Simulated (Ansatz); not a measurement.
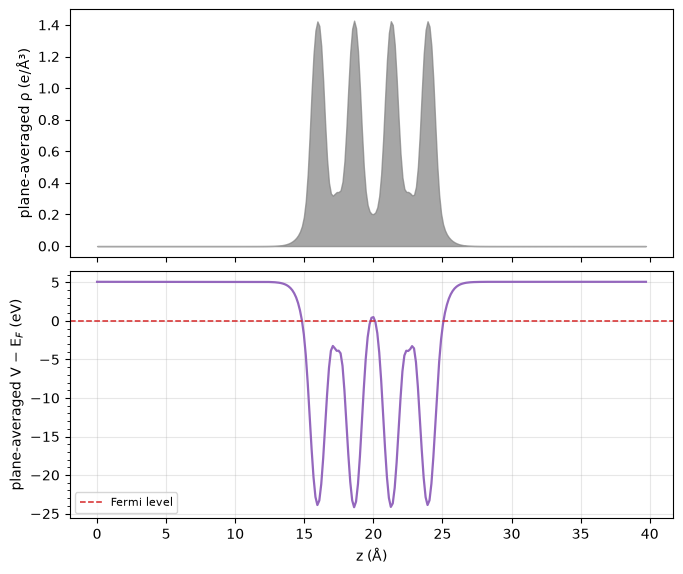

*Nb2H. Plane average of the electrostatic potential energy of an electron and of the valence charge density (pseudo) across the slab.*

A structure generated by program, which may or may not match a known phase.

Theory: DFT PBE+D3(BJ), scalar-relativistic, plane waves, PAW in Ansatz.

The density is the valence pseudo-density of a PAW calculation; it isn't the true density close to the nuclei.

**What is the work function?**

The potential is flat in the vacuum, 5.1 eV above the Fermi level; this is the work function, the same on both faces.

**What are the slab's thickness and the vacuum gap?**

The outermost nuclei are 8.0 Å apart, in 6 atomic planes; the vacuum between periodic images is 31.9 Å wide.
